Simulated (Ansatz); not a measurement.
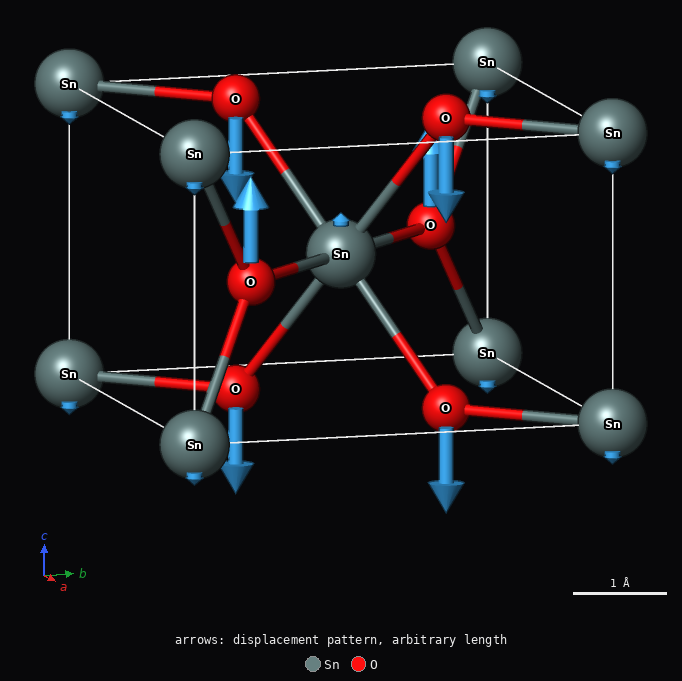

Normal modes of a crystal of SnO$_{2}$, space group Pnnm (No. 58), at the zone centre. The optical levels lie at 103, 146, 223, 224, 281 (×2), 348, 461, 467 (×2), 559, 597 (×2), 627, 755 cm⁻¹. One mode is drawn. Displacements are drawn as blue arrows; their common scale and sign are arbitrary. The picture is a ball-and-stick view of the cell of the calculation, seen slightly off an axis.

These are results of DFT LDA, scalar-relativistic, plane waves, PAW in Ansatz, not measurements. (plane-wave cutoff 420 eV; k-point mesh 6 × 6 × 8; occupations gaussian; smearing width 0.05 eV; no spin polarisation)

Frequencies are those without the non-analytic (LO–TO) term.

> Which of these frequencies is the drawn mode's?

The level at 559 cm⁻¹. This is the A_u mode, optical level 9 of 12, counted from below, silent by symmetry (neither infrared- nor Raman-active). All motion is along c; atoms of one kind move against one another, with no net shift of any sublattice; it stretches the shortest O–Sn bonds (2.05 Å); the kinetic energy is shared as O 92 %, Sn 8 %.
